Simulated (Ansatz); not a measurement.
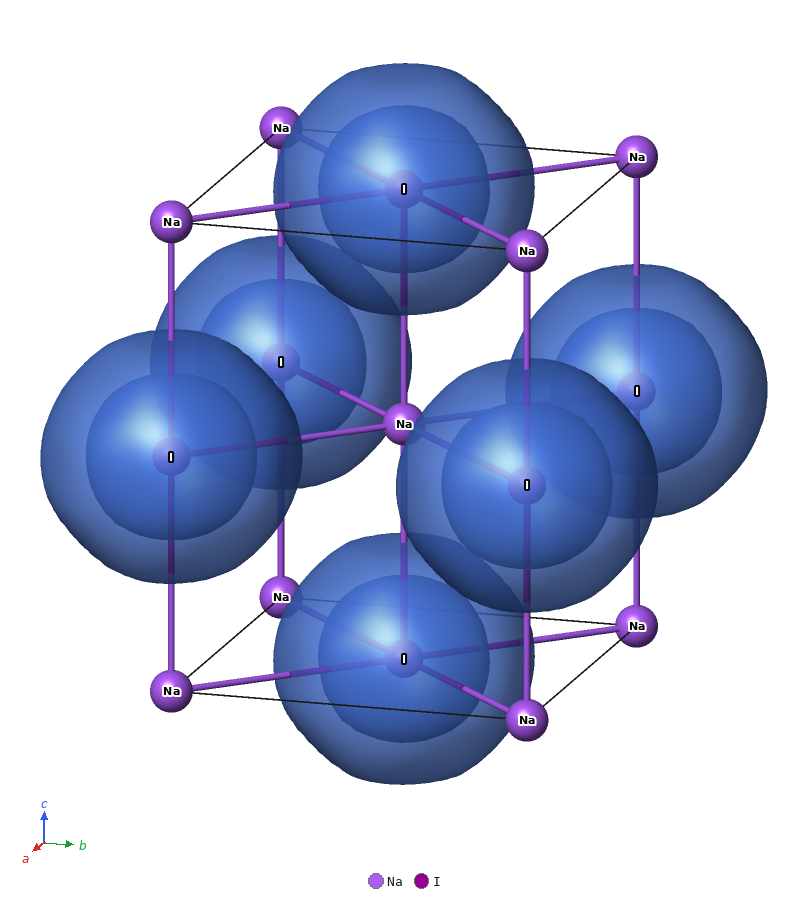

Figure. NaI. Isosurface of the electron localisation function at 0.7 (blue), seen slightly off an axis. Only the valence region is drawn (cores and ρ < 0.01 e/Å³ removed). Sticks mark near contacts.

Space group I4/mmm; changed on purpose from its base cell (strain -0.0750 x Voigt [1, 0, 0, 0, 0, 0], atoms carried along).

Theory: Ansatz 0.2.0, DFT r2SCAN, scalar-relativistic, plane waves, PAW.

Input

```
crystal:
  lattice:
    - [0.0, 3.2364, 3.2364]
    - [2.99367, 0.0, 3.2364]
    - [2.99367, 3.2364, 0.0]
  atoms:
    - { symbol: Na, position: [0.0, 0.0, 0.0] }
    - { symbol: I, position: [0.5, 0.5, 0.5] }
basis:
  ecutwfc: 500
kpoints:
  mp_grid: { grid: [6, 6, 6] }
hamiltonian:
  xc: r2scan
scf:
  occupations: { method: gaussian, width: 0.05 }
output:
  forces: true
  stress: true
  eigenvalues: true
  write_density: true
  write_potential: true
  elf: true
  volumetric_format: npy
```

Launched as:

```sh
ansatz run input.yaml --threads 1 --pin off --max-ram 2560MiB --backend cpu --events-out ev --progress --plain --runs-dir out
```

Below, planes, directions and counts refer to the conventional cell (a = 4.58 Å, b = 4.58 Å, c = 5.99 Å, α = 90.00°, β = 90.00°, γ = 90.00°).

**Describe the localisation domains.**

At this value the surface marks out two regions wrapped around I (the valence shell of each), counted in one cell of 4 atoms. Regions shared between cells count once. Profiles from the grid: Na–I (2.99 Å): the ELF peaks at about 0.80 in the valence shell of I, 1.3 Å from its nucleus, and falls to about 0 next to Na (an ionic contact with no shared pair). Na–I (3.24 Å): the ELF peaks at about 0.80 in the valence shell of I, 1.3 Å from its nucleus, and falls to about 0 next to Na: an ionic contact with no shared pair.

**Does the calculation give a band gap?**

It is gapped, with a Kohn–Sham gap of 4.7 eV on the k-point mesh, an upper bound to the gap of this method.
